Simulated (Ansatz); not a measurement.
# A series of single points on BaZrO₃

System: BaZrO₃ (Pm-3m, 5 atoms in the cell).
Method: DFT PBEsol, scalar-relativistic, plane waves, PAW, no spin polarisation (Ansatz 0.2.0).

The 7 runs differ only in the geometry, by an even scaling of the cell at fixed fractional positions. The structure derives from a Materials Project entry.

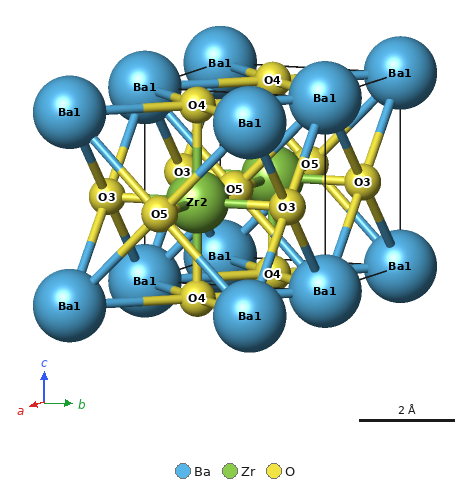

Figure 1. The structure of run 4 (ball-and-stick view of the cell of the calculation, repeated 2 × 1 × 1, seen slightly off an axis; atoms are numbered from 1 in the order of the input).

### Input of run 4
```yaml
crystal:
  lattice:
    - [4.1410321819, 0.0, 0.0]
    - [0.0, 4.1410321819, 0.0]
    - [0.0, 0.0, 4.1410321819]
  atoms:
    - { symbol: Ba, position: [0.0, 0.0, 0.0] }
    - { symbol: Zr, position: [0.5, 0.5, 0.5] }
    - { symbol: O, position: [0.5, 0.0, 0.5] }
    - { symbol: O, position: [0.5, 0.5, 0.0] }
    - { symbol: O, position: [0.0, 0.5, 0.5] }
basis:
  ecutwfc: 420
kpoints:
  mp_grid: { grid: [6, 6, 6] }
  band_path: { path: [VBM, CBM], npoints: 2 }
hamiltonian:
  xc: pbesol
scf:
  occupations: { method: gaussian, width: 0.02 }
output:
  forces: true
  stress: true
  eigenvalues: true
checkpoint:
  read: start.run
  write: ck
  compress: false
  write_wavefunctions: false
  write_every: 100000
```

Command:
```bash
ansatz run input.yaml --threads 1 --pin off --max-ram 2560MiB --backend cpu --events-out ev --progress --plain --runs-dir out
```

Run 2 differs from it as follows:
```diff
-    - [4.1410321819, 0.0, 0.0]
-    - [0.0, 4.1410321819, 0.0]
-    - [0.0, 0.0, 4.1410321819]
+    - [4.0452685311, 0.0, 0.0]
+    - [0.0, 4.0452685311, 0.0]
+    - [0.0, 0.0, 4.0452685311]
```

### Results, with one run withheld

| run | volume per atom (Å³) | free energy per atom, from the lowest run given (meV) | pressure (GPa) | gap on the mesh (eV) |
| --- | --- | --- | --- | --- |
| 1 | 12.339 | 244.13 | 40.03 | 3.33 |
| 2 | 13.240 | ? | ? | ? |
| 3 | 13.839 | 22.94 | 10.01 | 3.29 |
| 4 | 14.202 | 6.16 | 4.95 | 3.23 |
| 5 | 14.437 | 1.10 | 2.04 | 3.20 |
| 6 | 14.614 | 0.00 | 0.00 | 3.17 |
| 7 | 14.803 | 1.16 | −2.04 | 3.15 |

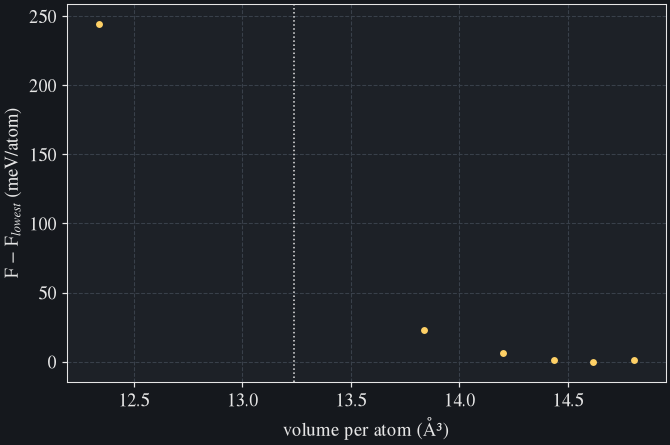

Figure 2. Free energy per atom of the runs given; the dotted line marks run 2.

Fit the runs given and predict run 2.

A cubic polynomial in V^(−2/3) (the Birch–Murnaghan form), fitted to the 6 runs given, misses them by at most 0.02 meV per atom. With x = V^(−2/3) − 0.17218 Å⁻², it reads F = 14.249 + 5858.3 x + 6.0606e+05 x² + 9.741e+05 x³ (meV per atom). At run 2 it gives 78.19 meV per atom, and the run itself gives 78.49. The slope of the fit gives a pressure −dF/dV of 19.98 GPa there, and the run prints 20.01 GPa. The fit has its minimum at 14.615 Å³ per atom, where V d²F/dV² gives 161 GPa: the bulk modulus at this level, since symmetry fixes the shape and the positions. The gap on the mesh lies between 3.15 eV (run 7) and 3.37 eV (run 2); run 2 has 3.37 eV. These are gaps of this functional on this mesh, which can miss the band edges; they aren't the measured gap.

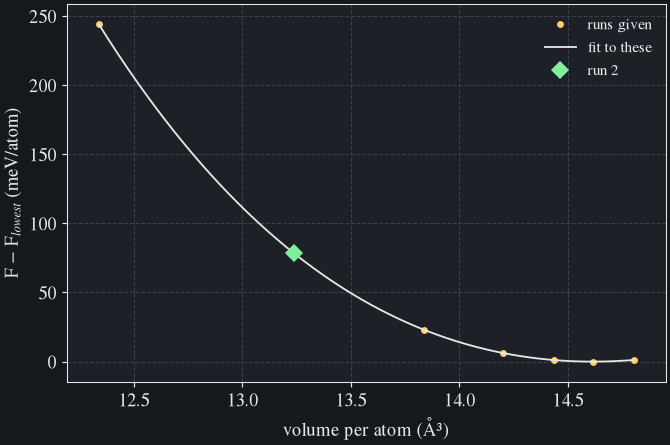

Figure 3. The fit and the withheld run.

### Output, shortened to warnings, some set-up lines, iterations and results (run 2)
```
Basis set: ecut = 420 eV, 1309 PW (Γ), exchange–correlation on 60×60×60 points (8 copies of the dense FFT grid, shifted against one another)
Symmetry: 48 space group operations
k-points: 20 of 216
Initial density: read from a saved state, or passed on in memory by an earlier SCF of this step, an earlier step, the calling program or the single point that the run made first
[...]
SCF iter   1: F=—  HF=-11682.600674 eV  |F-HF|=—  |Δ(HF+E_count)|=         —  Δρ=8.95e-7  dr2=3.18e-10  ethr=1.74e-7  ⟨swp⟩=3.0  Hψ=4118  notcnv=0
SCF iter   2: F=-11682.600674 eV  HF=-11682.600674 eV  |F-HF|=3.18e-10  |Δ(HF+E_count)|=   4.65e-9  Δρ=9.45e-7  dr2=3.93e-10  ethr=1.00e-12  ⟨swp⟩=7.2  Hψ=2397  notcnv=0
SCF 1 converged in 2 iterations: F = -11682.600674 eV  dr2 = 3.93e-10
NSCF: frozen V_eff on 20 k-points
NSCF: frozen V_eff on 20 k-points
NSCF: frozen V_eff on 20 k-points
NSCF: frozen V_eff on 20 k-points
NSCF: frozen V_eff on 4 k-points
NSCF: frozen V_eff on 6 k-points
NSCF: frozen V_eff on 6 k-points
NSCF: frozen V_eff on 6 k-points
NSCF: frozen V_eff on 6 k-points
NSCF: frozen V_eff on 3 k-points
NSCF: frozen V_eff on 3 k-points
SCF converged after 2 iterations
Free energy (F): -11682.600674 eV
Harris-Foulkes:  -11682.600674 eV  (|F-HF|=3.18e-10)
Internal energy: -11682.600674 eV  (E = F + TS)
E sigma→0 (E₀):  -11682.600674 eV
Fermi energy:    12.829658 eV
--- Per-component energies (eV) ---
  E_band       = -32.152943
  E_kinetic    = 1045.531622
  E_local      = -1817.352697  (includes V_loc(G=0)·N_el)
  E_nonlocal   = 280.742751
  E_hartree    = 650.632153
  E_xc         = -554.278476
  E_vxc        = -617.494784  (∫ρ·V_xc dr)
  E_paw        = -8497.259253  (= ΣΔE_a)
  E_vpaw       = -224.852078  (= ΣTr[D̂ρ^β])
  E_aug_tail   = 0.007370  (compensation charges beyond the density's cutoff)
  E_ewald      = -2791.047161
  E_core_change = 0.423017  (= ΣΔE_core)
  E_smearing   = -0.000000  (= −TS)
  E_closure    = -0.000000  (closes the sum)
  Σ components = -11682.600674   (vs F -11682.600674, Δ=0.00e0)
--- Forces (eV/Å), atoms counted from 1 ---
  atom   1  Ba     0.00000000    -0.00000000     0.00000000
  atom   2  Zr     0.00000000     0.00000000     0.00000000
  atom   3  O      0.00000000    -0.00000000     0.00000000
  atom   4  O      0.00000000    -0.00000000    -0.00000000
  atom   5  O     -0.00000000    -0.00000000     0.00000000
  max |Σ_I F_I| component: 4.17e-29 eV/Å
--- Stress (GPa, compression-positive) ---
       20.012158       0.000000       0.000000
        0.000000      20.012158       0.000000
        0.000000       0.000000      20.012158
  P = ⅓ Tr σ = 20.0122 GPa (200.122 kbar)
```
